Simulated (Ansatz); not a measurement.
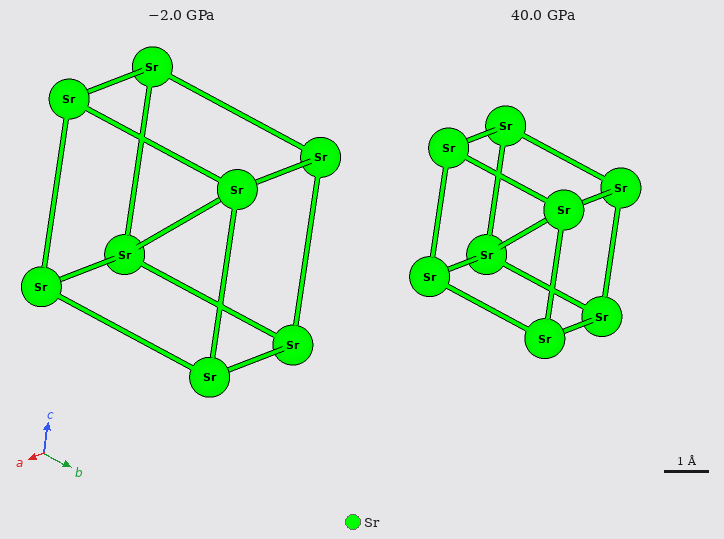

A crystal of Sr (set up in Im-3m), relaxed (cell and atoms) at several target pressures. The picture shows the first and the last member. The picture is a ball-and-stick view of the cell of the calculation, seen slightly off an axis.

Computed with Ansatz 0.2.0: DFT PBEsol, scalar-relativistic, plane waves, PAW. (plane-wave cutoff 420 eV; k-point mesh 12 × 12 × 12 at −2.0 to 2.0, 14 × 14 × 14 at 5.0 and 10.0, 16 × 16 × 16 at 20.0 and 40.0 GPa; occupations gaussian; smearing width 0.1 eV; no spin polarisation; cell and atoms relaxed; force threshold 0.008 eV/Å)

```
pressure (GPa)  volume (Å³/atom)  a (Å)
          −2.0            65.687  4.403
           0.0            50.921  4.044
           2.0                 ?      ?
           5.0            39.230  3.707
          10.0            33.665  3.523
          20.0            27.425  3.290
          40.0            21.131  3.017
```

### One row is withheld. What does the calculation give there?

Murnaghan's form V = V₀(1 + B′P/B₀)^(−1/B′), with V₀ = 50.921 Å³ from the row at zero pressure, fits the other rows with B₀ = 11.3 GPa and B′ = 2.92 (largest miss 1.040 Å³). At 2.0 GPa it gives 50.921 × (1 + 2.92 × 2.0/11.3)^(−1/2.92) = 44.150 Å³ per atom. One smooth curve fits the rows poorly, so the structure changes its way of compressing along the series. The calculation gives 44.844 Å³/atom (a = 3.877 Å). The estimate is 0.694 Å³/atom too low. From the first member to the last: Sr–Sr 5.084 → 3.483 Å, Sr–Sr 4.403 → 3.017 Å.

The whole series:

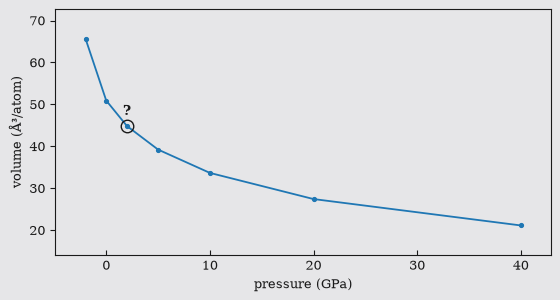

Each member starts from this one structure; whether another phase lies lower wasn't checked.
